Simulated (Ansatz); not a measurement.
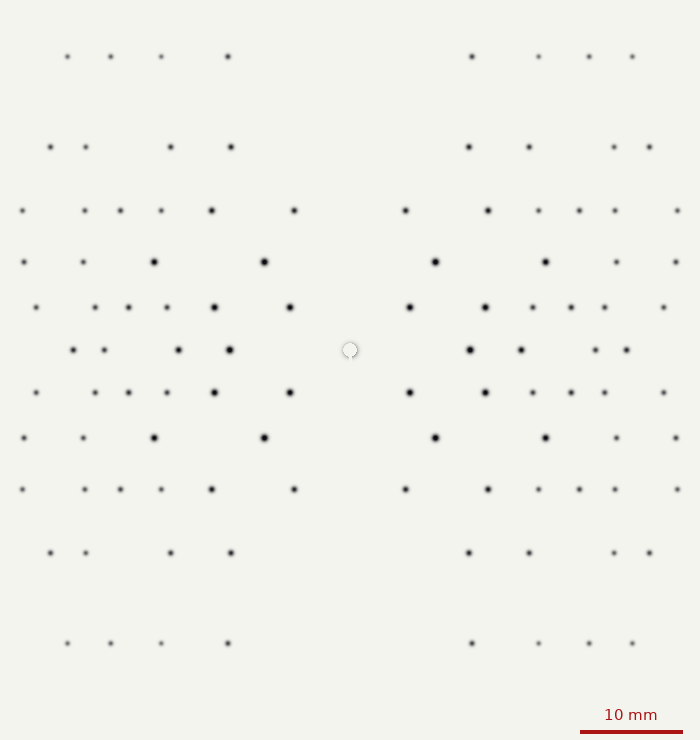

Simulated X-ray rotation photograph: Mo Kα radiation (λ = 0.7107 Å), cylindrical film of radius 30.0 mm unrolled, rotation axis vertical and normal to the beam, kinematic intensities without Lorentz or polarisation factors, the film spanning ±63° about the beam; spots down to d = 0.67 Å.

Q: What lattice repeat along the rotation axis do the layer lines give?

A: The first layer line lies 4.2 mm from the equator, so tan ν = 0.140, sin ν = 0.139 and the period is λ/sin ν = 5.12 Å. Further lines follow at 8.7, 13.7, 20.0, 28.9 mm.

The crystal is Co, space group Fd-3m (No. 227), a = 5.12 Å. Structure: the input geometry of an electronic-structure calculation (not necessarily at equilibrium); the starting structure was generated, so it need not be a known form of this composition.

Q: About which axis was it rotated?

A: About [001] (or an equivalent direction), whose length in the conventional cell is 5.121 Å.
